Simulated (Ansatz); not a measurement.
Consider CdF2.

```yaml
crystal:
  lattice:
    - [2.25726, 0.00000, -2.25726]
    - [-2.25726, 2.25726, 0.00000]
    - [7.67468, 7.67468, 7.67468]
  atoms:
    - { symbol: Cd, position: [0.00000, 0.00000, 0.00000] }
    - { symbol: Cd, position: [0.66667, 0.33333, 0.33333] }
    - { symbol: Cd, position: [0.33333, 0.66667, 0.66667] }
    - { symbol: F, position: [0.00000, 0.00000, 0.25000] }
    - { symbol: F, position: [0.66667, 0.33333, 0.58333] }
    - { symbol: F, position: [0.33333, 0.66667, 0.91667] }
    - { symbol: F, position: [0.66667, 0.33333, 0.08333] }
    - { symbol: F, position: [0.33333, 0.66667, 0.41667] }
    - { symbol: F, position: [0.00000, 0.00000, 0.75000] }
```

Space group R-3m; not relaxed (largest force 1.0 eV/Å); computed pressure about 24 GPa in this cell.

All numbers below come from Ansatz, DFT PBE, scalar-relativistic, plane waves, PAW.

Question: What will maps of the valence pseudo-density and electron localisation function show?

Answer: Cd–F (2.15 Å): ρ at the midpoint is about 0.51 e/Å³; the ELF peaks at about 0.80 in the valence shell of F, 0.6 Å from its nucleus, and drops to about 0.10 between the two atoms: no localised pair shows between them.

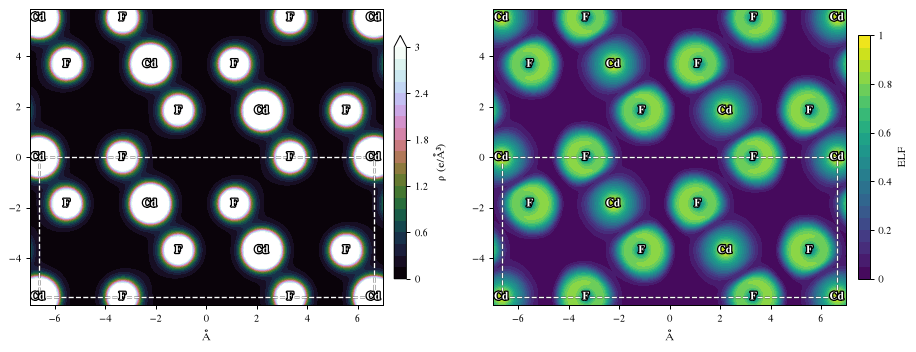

Computed valence pseudo-density and electron localisation function on the (110) plane of the conventional cell, in this order. 

In a PAW calculation such maps are meaningful between the atoms, not at the nuclei.
